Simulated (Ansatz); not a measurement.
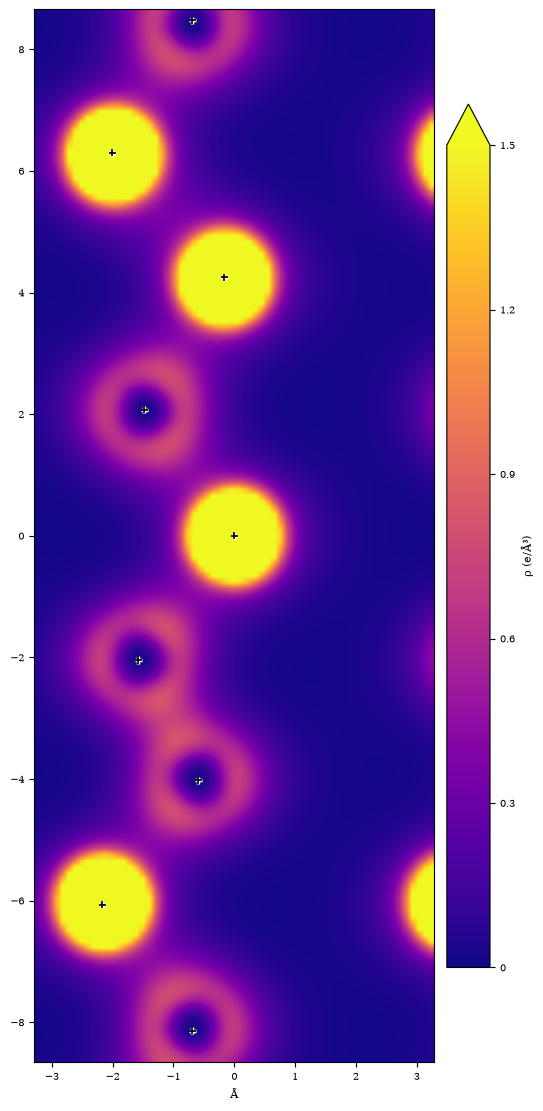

The valence pseudo-density on a plane through atoms (crosses mark nuclei in the plane).

All numbers below come from DFT PBEsol, scalar-relativistic, plane waves, PAW in Ansatz.

Candidates:
A. P, a = 3.32 Å, b = 10.29 Å, c = 4.20 Å, α = 90.00°, β = 90.00°, γ = 90.00°. Space group Cmce; not relaxed (largest force 1.9 eV/Å); computed pressure about 3 GPa in this cell.
B. ZrN, a = 4.54 Å, b = 4.54 Å, c = 4.54 Å, α = 90.00°, β = 90.00°, γ = 90.00°. Space group Fm-3m; computed pressure about 3 GPa in this cell; computed without spin polarisation.
C. InP (interface cell), a = 4.16 Å, b = 5.88 Å, c = 16.62 Å, α = 90.00°, β = 90.00°, γ = 90.00°. 

### Which candidate gave the map?

Candidate C: InP on the (100) plane of the calculation cell, which holds In and P. P–P (2.21 Å): ρ at the midpoint is about 0.75 e/Å³. In–P (2.55 Å): ρ at the midpoint is about 0.45 e/Å³.
